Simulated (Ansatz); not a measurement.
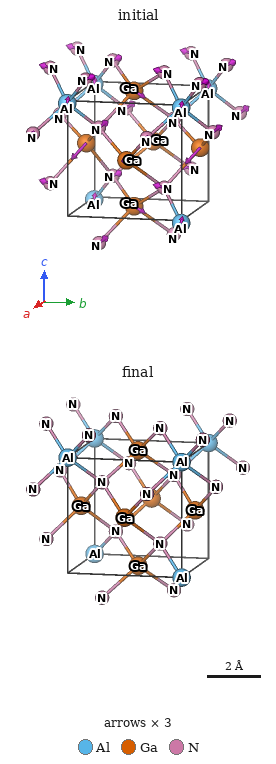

The structure of solid AlGa₃N₄ (set up in P1) before (top) and after (bottom) a relaxation, at one scale. The purple arrows give the displacements, 3 times their true length.

Style: ball-and-stick. Shown: the cell of the calculation, slightly off an axis.

Case: all atoms moved at random, sigma 0.1 Å for each component; relaxed back.

Method: Ansatz 0.2.0, DFT r2SCAN, scalar-relativistic, plane waves, PAW.

The input:
```yaml
crystal:
  lattice:
    - [4.4653444468, 0.0, 0.0]
    - [0.0, 4.4653444468, 0.0]
    - [0.0, 0.0, 4.4653444468]
  atoms:
    - { symbol: Al, position: [0.0077809908, -0.0020121059, -0.0205869107] }
    - { symbol: Ga, position: [0.5022320328, 0.4652626221, 0.0208196045] }
    - { symbol: Ga, position: [0.4983220771, 0.045442878, 0.5505526283] }
    - { symbol: Ga, position: [0.0102165595, 0.5187935267, 0.5045614247] }
    - { symbol: "N", position: [0.7255322113, 0.7825288088, 0.230820933] }
    - { symbol: "N", position: [0.8008919007, 0.227715365, 0.7416098215] }
    - { symbol: "N", position: [0.2421459948, 0.7529949875, 0.7457389442] }
    - { symbol: "N", position: [0.212878233, 0.2092739177, 0.2264835545] }
basis:
  ecutwfc: 500
kpoints:
  mp_grid: { grid: [6, 6, 6] }
hamiltonian:
  xc: r2scan
scf:
  occupations: { method: gaussian, width: 0.05 }
output:
  forces: true
  stress: true
  eigenvalues: true
relax:
  adjacent_minimum: "off"
  f_tol: 0.01
  max_steps: 80
  cell: { stress_tol: 0.1 }
```

Launched with:
```bash
ansatz run input.yaml --threads 2 --pin off --max-ram 5120MiB --backend cpu --events-out ev --progress --plain --runs-dir out
```

Q: Summarise the run.

A: The atom that moves furthest relative to the cell is Ga3 (0.30 Å along [0 −1 −1]). Largest moves by element: Ga 0.30 Å, N 0.23 Å, Al 0.10 Å. The drawn cell changes at constant volume: a 4.465 → 4.464 Å (0.0 %), b unchanged at 4.465 Å, c 4.465 → 4.466 Å (0.0 %). Some distances before and after: Al1–N8 1.716 → 1.892 Å, Ga2–N7 2.123 → 1.948 Å, Ga2–N6 2.111 → 1.947 Å, Ga3–N6 1.793 → 1.947 Å. Among the angles between lasting bonds that change: N6–Ga3–N8 129.7° → 111.8°, N5–Ga3–N8 91.1° → 108.3°, Ga2–N6–Ga3 91.9° → 108.3°. The space group (tolerance 0.01 Å) goes from P1 (No. 1) to P-43m (No. 215). Over 4 accepted moves (5 points after the start) the energy falls by 286 meV per atom. The largest force component goes from 3.8 to 0.0045 eV/Å. The pressure goes from 4.46 to 0.06 GPa. At 1 point the geometry stayed and the basis and grid were re-selected for the new cell (energy shift of less than 0.05 meV per atom at most each time). The run took 2.1 min on 2 threads of Intel(R) Xeon(R) 6975P-C (Granite Rapids), on a shared host, peak memory 0.8 GiB.
